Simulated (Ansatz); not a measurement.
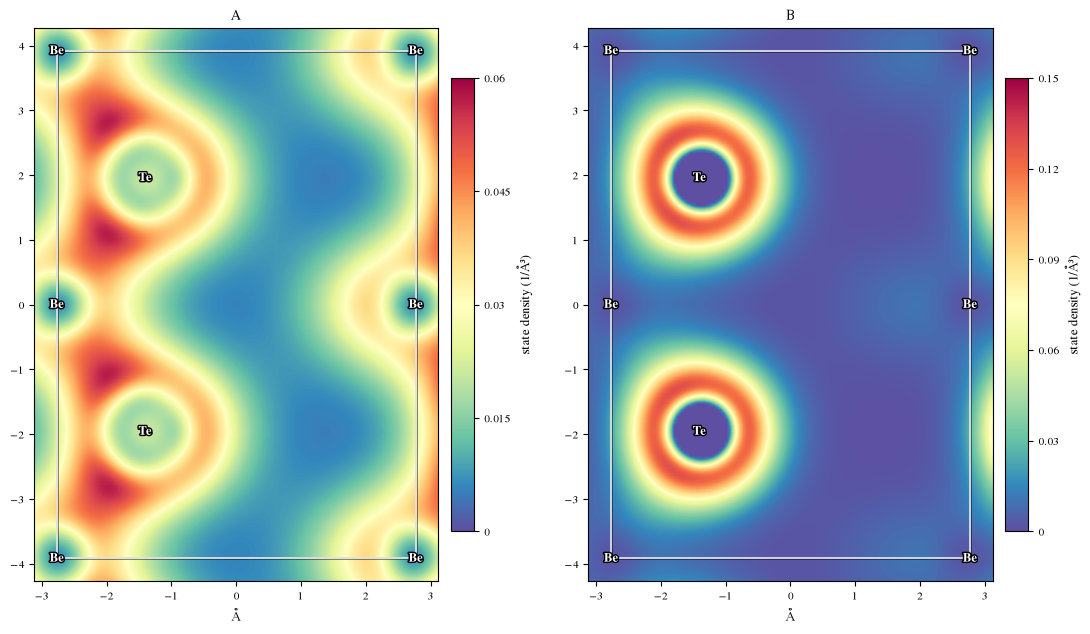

BeTe: densities of the states in two energy windows, on the (101) plane of the conventional cell.

Space group F-43m; the calculation finds a residual pressure of about 2 GPa at this fixed cell. Spin-orbit coupling, left out here, splits and shifts the levels of such heavy elements, by tenths of an eV up to several eV.

These are results of DFT PBEsol, scalar-relativistic, plane waves, PAW (Ansatz 0.2.0), not measurements.

Core electrons are frozen (PAW), so the fields are smoothed inside the atomic spheres.

### Match the panels to the energy ranges (zero at the valence-band maximum): −12.7 to −10.6 eV and −5.9 to −3.9 eV.

Panel A: −5.9 to −3.9 eV, the lower third of the upper valence band, mainly Te 5p (80 %) and Be 2s (20 %).
Panel B: −12.7 to −10.6 eV, a separate group of bands, mainly Te 5s (85 %) and Be 2s (10 %).
The characters are Löwdin shares on a minimal set of atomic orbitals.
